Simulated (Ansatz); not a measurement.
# Hf$_{17}$O$_{32}$ (cell charge +3, with a compensating background) (cell with a defect): what the fields show

The calculation's input:

```
crystal:
  lattice:
    - [4.8301248097, -4.8301248097, -6.4194328281]
    - [4.8301248097, 4.8301248097, 6.4194328281]
    - [-4.8301248097, -4.8301248097, 6.4194328281]
  atoms:
    - { symbol: Hf, position: [0.0072070203, 0.509920382, 0.4979243216] }
    - { symbol: Hf, position: [-0.01963505, 0.7505322496, 0.7357595343] }
    - { symbol: Hf, position: [0.4917700689, 0.4917364275, 1.0006717997] }
    - { symbol: Hf, position: [0.5186149363, 0.7564162001, 0.2681272142] }
    - { symbol: Hf, position: [0.4458461514, -0.0217483088, 0.4682326918], spin: 0.2 }
    - { symbol: Hf, position: [0.5186145175, 0.2511257895, 0.7628365525] }
    - { symbol: Hf, position: [0.0531413119, 0.0234087217, 1.0303694832] }
    - { symbol: Hf, position: [-0.0196345431, 0.245242913, 0.2304709143] }
    - { symbol: Hf, position: [0.5049554134, 0.3786757515, 0.3782893129] }
    - { symbol: Hf, position: [0.4814050077, 0.5981050791, 0.6257520835] }
    - { symbol: Hf, position: [0.017572331, 0.4035538797, 0.8728422535] }
    - { symbol: Hf, position: [-0.0059768543, 0.6229812195, 0.1203076996] }
    - { symbol: Hf, position: [-0.005976799, 0.8743523524, 0.3716796745] }
    - { symbol: Hf, position: [0.0175728529, 0.1453687796, 0.6146563923] }
    - { symbol: Hf, position: [0.4814042196, 0.8562891224, 0.8839377504] }
    - { symbol: Hf, position: [0.5049559748, 0.1273046669, 0.1269169223] }
    - { symbol: O, position: [0.2004383204, 0.2354892317, 0.2389332397] }
    - { symbol: O, position: [0.1861946139, 0.4547962302, 0.4668386549] }
    - { symbol: O, position: [0.6982756278, 0.200949616, 0.7230931371], spin: 0.2 }
    - { symbol: O, position: [0.6938891243, 0.4700071248, 0.9845857125] }
    - { symbol: O, position: [0.693889396, 0.7099411749, 0.2245209698] }
    - { symbol: O, position: [0.6982762518, 0.9758207928, 0.497965065] }
    - { symbol: O, position: [0.1861944661, 0.7199938152, 0.7320356667] }
    - { symbol: O, position: [0.2004389672, 0.9621431999, 0.9655858855] }
    - { symbol: O, position: [0.4877463498, 0.1475376564, 0.3408459741] }
    - { symbol: O, position: [0.5242539506, 0.406014652, 0.6102254476] }
    - { symbol: O, position: [0.0469154817, 0.1829650976, 0.8645886212], spin: 0.2 }
    - { symbol: O, position: [-0.005893812, 0.401035168, 0.0844202884] }
    - { symbol: O, position: [0.0232630736, 0.6681498569, 0.3557503992] }
    - { symbol: O, position: [-0.0058941327, 0.9103244348, 0.5937080367] }
    - { symbol: O, position: [0.5012315261, 0.6489972824, 0.8528712753] }
    - { symbol: O, position: [0.524254792, 0.9146668277, 0.1188771821] }
    - { symbol: O, position: [0.4757032094, 0.3335001051, 0.1428407105] }
    - { symbol: O, position: [0.504876291, 0.6006234243, 0.4141776716] }
    - { symbol: O, position: [-0.0022522573, 0.3526613895, 0.6457246669] }
    - { symbol: O, position: [-0.0252757525, 0.5956458939, 0.8883713583] }
    - { symbol: O, position: [0.0112216114, 0.8541138239, 0.1577451614] }
    - { symbol: O, position: [-0.0252745551, 0.0869905752, 0.3797177458] }
    - { symbol: O, position: [0.4520680988, 0.8186963185, 0.6340095621], spin: 0.2 }
    - { symbol: O, position: [0.5048761654, 0.0913354299, 0.9048902043] }
    - { symbol: O, position: [0.8050893916, 0.5316486221, 0.5140105987] }
    - { symbol: O, position: [0.800706953, 0.8007098486, 0.7755051721] }
    - { symbol: O, position: [0.3127849378, 0.5468627292, 0.0317593446] }
    - { symbol: O, position: [0.2985414768, 0.7661718862, 0.2596656805] }
    - { symbol: O, position: [0.2985412071, 0.0395134947, 0.5330075879] }
    - { symbol: O, position: [0.312784724, 0.2816640224, 0.7665606474] }
    - { symbol: O, position: [0.8007058006, 0.0258385911, 0.0006344285] }
    - { symbol: O, position: [0.8050894171, 0.2917166725, 0.2740779036] }
    - { symbol: Hf, position: [0.7495027244, 0.0008347862, 0.7493063996], spin: 0.2 }
  host:
    lattice:
      - [4.8301248097, 0.0, 0.0]
      - [0.0, 4.8301248097, 0.0]
      - [0.0, 0.0, 3.209716414]
    atoms:
      - { symbol: Hf, position: [0.0, 0.0, 0.0] }
      - { symbol: Hf, position: [0.5, 0.5, 0.5] }
      - { symbol: O, position: [0.1949699023, 0.8050300977, 0.5] }
      - { symbol: O, position: [0.3050300977, 0.3050300977, 0.0] }
      - { symbol: O, position: [0.6949699023, 0.6949699023, 0.0] }
      - { symbol: O, position: [0.8050300977, 0.1949699023, 0.5] }
total_charge: 3
basis:
  ecutwfc: 420
  xc_grid: 2
kpoints:
  mp_grid: { grid: [2, 2, 2], shift: [0.5, 0.5, 0.5] }
hamiltonian:
  xc: pbesol
scf:
  occupations: { method: gaussian, width: 0.01 }
output:
  forces: true
  stress: false
  eigenvalues: true
  populations: true
  charged_corrections:
    defect_position: [0.725, 0.040625, 0.715625]
    epsilon: [[27.3137, 0.0, 0.0], [0.0, 27.3137, 0.0], [0.0, 0.0, 31.2391]]
  write_density: true
  write_potential: true
  elf: true
  volumetric_format: npy
magnetization:
  spin_polarized: true
relax:
  adjacent_minimum: "off"
  f_tol: 0.025
  max_steps: 45
```

Command:

```sh
ansatz run input.yaml --threads 4 --pin off --max-ram 10240MiB --backend cpu --events-out ev --progress --plain --runs-dir out
```

The fields are those of the relaxed geometry.

Spin-polarised.

The calculation used DFT PBEsol, scalar-relativistic, plane waves, PAW in Ansatz 0.2.0.

Core electrons are frozen (PAW), and the valence fields are smoothed inside the atomic spheres.

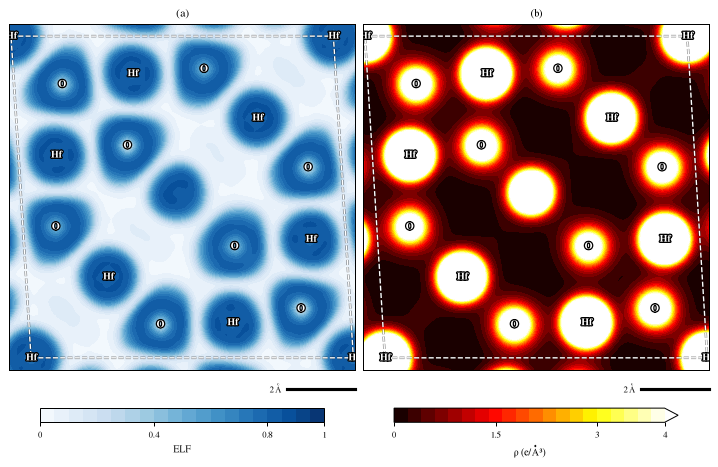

Figure 1. (a) electron localisation function; (b) valence electron density on the (100) plane of the calculation cell.

Q: Read the bonding off the picture.

A: Atoms in the plane: Hf and O. Atoms just off the plane (Hf, 0.4 Å away) can leave unmarked features too. Hf–O (2.05 Å): ρ is about 0.83 e/Å³ halfway; the ELF peaks at about 0.80 in the valence shell of O, 0.6 Å from its nucleus, and drops to about 0.20 between the two atoms (no localised pair shows between them). Hf–O (2.08 Å): ρ at the midpoint is about 0.76 e/Å³; the ELF peaks at about 0.85 in the valence shell of O, 0.6 Å from its nucleus, and drops to about 0.20 between the two atoms; no localised pair shows between them. Hf–O (2.11 Å): the density is about 0.72 e/Å³ at the midpoint; the ELF peaks at about 0.85 in the valence shell of O, 0.6 Å from its nucleus, and drops to about 0.15 between the two atoms; no localised pair shows between them. Hf–O (2.22 Å): the density is about 0.53 e/Å³ at the midpoint; the ELF peaks at about 0.85 in the valence shell of O, 0.6 Å from its nucleus, and drops to about 0.15 between the two atoms; no shared electron pair shows on this line. Between the atoms the lowest density in this plane is 0.05 e/Å³. The features right at Hf lie inside the PAW spheres, where the map follows smoothed inner orbitals and isn't to be read closely.

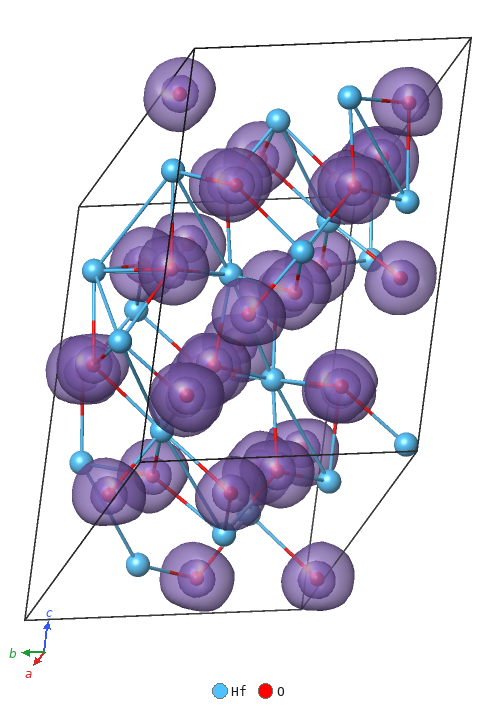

Figure 2. Isosurface of the electron localisation function at 0.75 (purple), seen at an oblique angle. Core shells and regions of very low density are left out. Sticks mark near contacts.

Q: Where are the electrons localised?

A: The ELF exceeds this value in 32 regions wrapped around O (the valence shell of each), counted in one cell of 49 atoms. Regions shared between cells count once. Profiles from the grid: Hf–O (2.00 Å): the ELF peaks at about 0.80 in the valence shell of O, 0.6 Å from its nucleus, and drops to about 0.20 between the two atoms: no localised pair shows between them. Hf–Hf (2.81 Å): the ELF is about 0.20 at the midpoint (no localised pair shows between them).
